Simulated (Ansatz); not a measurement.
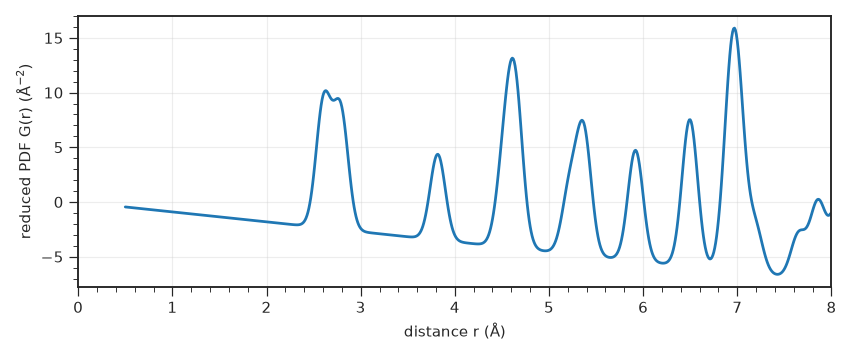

The curve is a calculated X-ray PDF: distances of the static structure, each pair weighted by the product of the atomic numbers (X-ray weights at Q = 0), broadened by Gaussians with σ = 0.08 Å. There is no Q-range truncation.

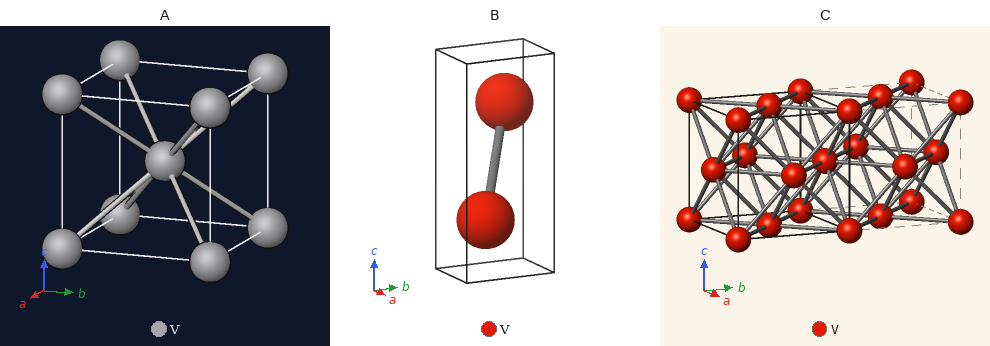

Candidate polymorphs:

A. V, a = 3.020 Å, b = 3.020 Å, c = 3.020 Å, α = 90.00°, β = 90.00°, γ = 90.00°, Im-3m

B. V, a = 2.610 Å, b = 2.610 Å, c = 4.689 Å, α = 90.00°, β = 90.00°, γ = 120.00°, P6_3/mmc

C. V, a = 3.816 Å, b = 3.816 Å, c = 3.816 Å, α = 90.00°, β = 90.00°, γ = 90.00°, Fm-3m

Origins: A, the input geometry of an electronic-structure calculation (not necessarily at equilibrium); B, the input geometry of an electronic-structure calculation (not necessarily at equilibrium); the starting structure was generated, so it need not be a known form of this composition; C, the input geometry of an electronic-structure calculation (not necessarily at equilibrium); the starting structure was generated, so it need not be a known form of this composition.

Question: Which candidate gives this PDF?

Answer: Candidate B, V, P6_3/mmc (first clear peaks at 2.63 Å (V–V) and 2.76 Å (V–V)). The others: C would give first clear peaks at 2.70 Å (V–V) and 3.82 Å (V–V); A would give first clear peaks at 2.62 Å (V–V) and 3.02 Å (V–V).
